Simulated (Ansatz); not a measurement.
```
Al Ga N
1.0
     2.97186    0.00000    0.00000
    -1.48593    2.57371    0.00000
     0.00000    0.00000    7.28632
Al Ga N
1 2 3
Direct
  0.00000 0.00000 0.00000
  0.33333 0.66667 0.67000
  0.66667 0.33333 0.33000
  0.66667 0.33333 0.84254
  0.00000 0.00000 0.50000
  0.33333 0.66667 0.15746
```

Space group P-3m1; a structure generated by program, which may or may not match a known phase.

The calculation used DFT PBE, scalar-relativistic, plane waves, PAW in Ansatz.

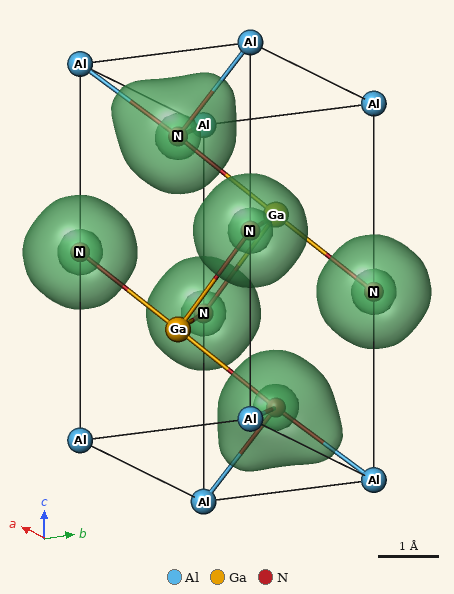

AlGa₂N₃. Isosurface of the ELF at 0.6 (green), seen at an oblique angle. Only the valence region is drawn (cores and ρ < 0.01 e/Å³ removed). Sticks mark near contacts.

In a PAW calculation such maps are meaningful between the atoms, not at the nuclei.

> Describe the localisation domains.

At this value the surface marks out two regions on N in which the atom's valence shell and bonds are merged and one region wrapped around N (its valence shell), counted in one cell of 6 atoms. Regions shared between cells count once. Profiles from the grid: Al–N (2.06 Å): the ELF peaks at about 0.85 in the valence shell of N, 0.7 Å from its nucleus, and is about 0.80 at the midpoint. Ga–N (2.12 Å): the ELF peaks at about 0.85 in the valence shell of N, 0.7 Å from its nucleus, and is about 0.35 at the midpoint.

> Metal or insulator at this level of theory?

It is gapped, with a Kohn–Sham gap of 1.5 eV on the k-point mesh (the band edges may lie off the mesh, which would make the gap smaller).
